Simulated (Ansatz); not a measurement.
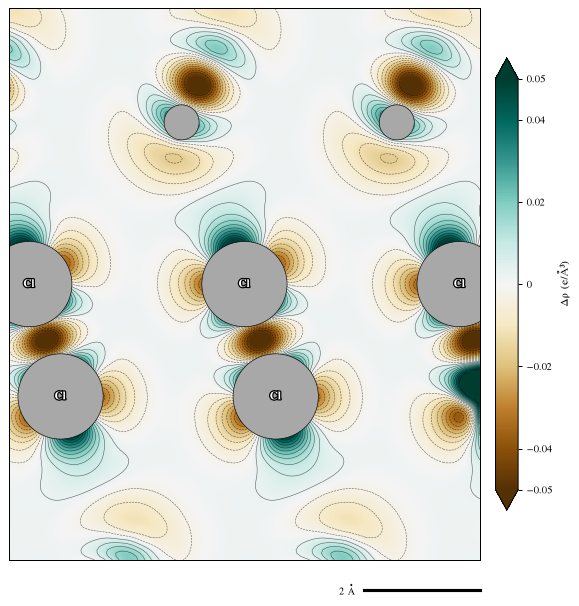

Cl. Difference of the valence pseudo-densities of two functionals at the same geometry, on the (101̄) plane of the calculation cell: one of HF and PBE0 less the other.

Both computed with Ansatz (plane waves, PAW), on the same k-point mesh. Grey discs cover the atomic cores.

> Which was subtracted from which, and what does the map show?

It is PBE0 less HF. Against HF, PBE0 gives less density around Cl (−0.008 e/Å³ on average at 0.9 Å from the nucleus) and a change of −0.060 e/Å³ at the midpoint of Cl–Cl.
